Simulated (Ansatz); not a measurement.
Input file:

```
crystal:
  lattice:
    - [-1.974727, 1.974727, 3.014058]
    - [1.974727, -1.974727, 3.014058]
    - [1.974727, 1.974727, -3.014058]
  atoms:
    - { symbol: O, position: [0.875, 0.959798, 0.584798] }
    - { symbol: O, position: [0.375, 0.290202, 0.415202] }
    - { symbol: O, position: [0.040202, 0.625, 0.915202] }
    - { symbol: O, position: [0.709798, 0.125, 0.084798] }
    - { symbol: C, position: [0.0, 0.0, 0.0] }
    - { symbol: C, position: [0.75, 0.25, 0.5] }
hamiltonian:
  xc: pbesol
  pseudopotentials: { kind: paw }
kpoints:
  mp_grid: { grid: [9, 9, 9] }
scf:
  occupations: { method: fermi_dirac, width: 0.05 }
output:
  forces: true
  stress: true
  eigenvalues: true
  write_density: true
  write_potential: true
  elf: true
  volumetric_format: npy
relax:
  f_tol: 0.01
  max_steps: 40
  cell: { stress_tol: 0.05 }
```

Command:

```sh
ansatz run input.yaml --threads 2 --pin off --max-ram 5632MiB --backend cpu --events-out ev --progress --plain --runs-dir out
```

Below, planes, directions and counts refer to the conventional cell (a = 3.92 Å, b = 3.92 Å, c = 5.94 Å, α = 90.00°, β = 90.00°, γ = 90.00°).

The fields are those of the run's last geometry, not of the input's.

Space group I-42d; a structure from a database of computed crystals, not necessarily the ambient phase.

Theory: Kohn-Sham DFT of a periodic cell, PBEsol, Ansatz PAW (Ansatz).

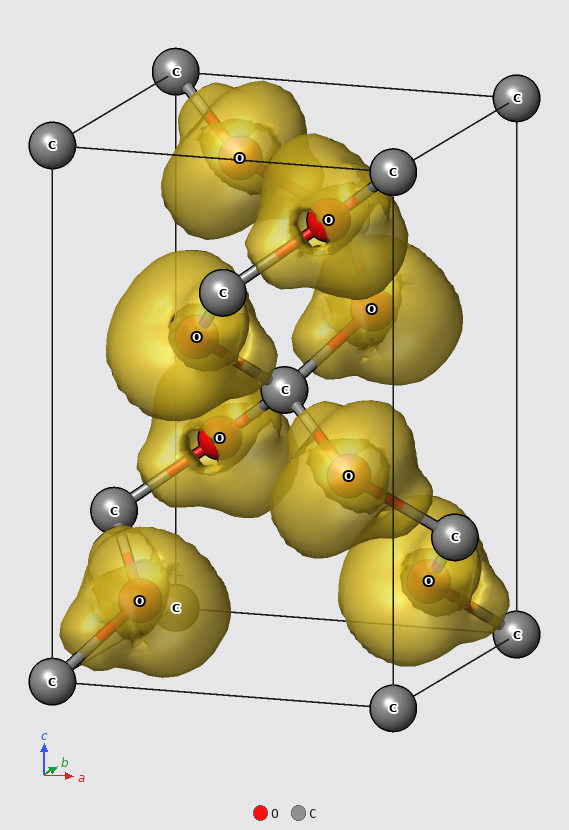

CO2. Isosurface of the electron localisation function at 0.7 (yellow), seen slightly off an axis. Only the valence region is drawn (cores and ρ < 0.01 e/Å³ removed). Sticks mark near contacts.

Core electrons are frozen (PAW), and the valence fields are smoothed inside the atomic spheres.

Q: Where are the electrons localised?

A: The surface consists of eight regions on O in which the atom's valence shell and bonds are merged, counted in one cell of 12 atoms. Regions shared between cells count once. Along the contacts the grid gives the following. C–O (1.39 Å): the ELF peaks at about 0.85 between the atoms, as expected for a shared but strongly polarised pair.

Q: Does the calculation give a band gap?

A: It is gapped, with a Kohn–Sham gap of 7.7 eV on the k-point mesh (the band edges may lie off the mesh, which would make the gap smaller).
